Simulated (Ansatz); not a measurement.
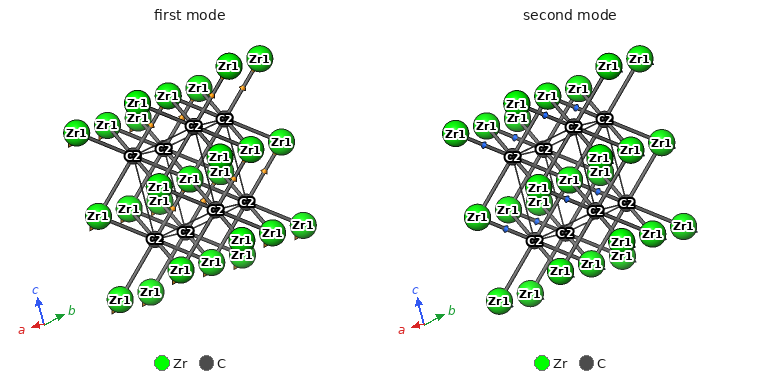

The system is ZrC (Fm-3m, No. 225; 2 atoms in the cell); the picture shows the reference structure; its two panels give the patterns of the first and the second mode as arrows. 
- The energy is mapped over two normal modes frozen in (zone-centre modes of the 2-atom cell of this scan).
- First axis: amplitude of mode 4 (450 cm⁻¹), largest displacement. Second axis: amplitude of mode 5 (450 cm⁻¹), largest displacement.
- Nothing is relaxed (the cell and all other modes fixed).
- Grid: 7 × 7 points; 10 points were computed and 39 follow by symmetry.
- Points are written as (first, second).
- All energies are given in meV per cell relative to the lowest grid point.
- The lowest point has no gap; 4 points of the grid have one on the k-mesh.
- These are results of DFT LDA, scalar-relativistic, plane waves, PAW (Ansatz 0.2.0), not measurements. Settings: cutoff 520 eV, k-mesh 16×16×16, gaussian smearing 0.15 eV, no spin polarisation.

Its coordinates:

```
CELL_PARAMETERS angstrom
0.00000 2.32073 2.32073
2.32073 0.00000 2.32073
2.32073 2.32073 0.00000
ATOMIC_POSITIONS crystal
Zr 0.50000 0.50000 0.50000
C 0.00000 0.00000 0.00000
```

The input of one point:

```yaml
crystal:
  lattice:
    - [0.0, 2.3207286109, 2.3207286109]
    - [2.3207286109, 0.0, 2.3207286109]
    - [2.3207286109, 2.3207286109, 0.0]
  atoms:
    - { symbol: Zr, position: [0.5, 0.5, 0.5] }
    - { symbol: C, position: [0.0, 0.0, 0.0] }
basis:
  ecutwfc: 520.0
kpoints:
  mp_grid: { grid: [16, 16, 16] }
hamiltonian:
  xc: lda
scf:
  occupations: { method: gaussian, width: 0.15 }
output:
  forces: true
  stress: true
  eigenvalues: true
  write_density: true
  write_potential: true
  elf: true
  volumetric_format: npy
```

Range: amplitude of mode 4 (450 cm⁻¹), largest displacement from −0.172 to 0.172 Å; amplitude of mode 5 (450 cm⁻¹), largest displacement from −0.172 to 0.172 Å.

Q: Predict the map.

A: The lowest grid point is at (0.000 Å, 0.000 Å). It is the only kind of minimum in the scanned range. The highest grid point, (−0.172 Å, −0.172 Å), lies 288 meV above the lowest.

```tsv
second ↓, first →	−0.172	−0.115	−0.057	0.000	0.057	0.115	0.172
0.172	288	209	166	153	166	209	288
0.115	209	126	80	65	80	126	209
0.057	166	80	32	16	32	80	166
0.000	153	65	16	0	16	65	153
−0.057	166	80	32	16	32	80	166
−0.115	209	126	80	65	80	126	209
−0.172	288	209	166	153	166	209	288
```

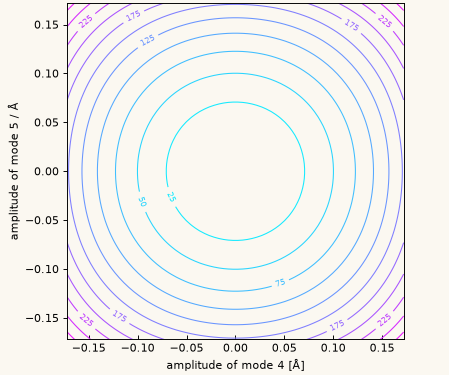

In the figure: contour lines labelled in meV. Between grid points the surface is interpolated.

Each point was launched as `ansatz run input.yaml --threads 1 --pin off --max-ram 2048MiB --backend cpu --events-out ev --progress --plain --runs-dir out`. The whole map (10 points run) took 5.8 min on 1 thread of Arm Neoverse N1 (shared host).
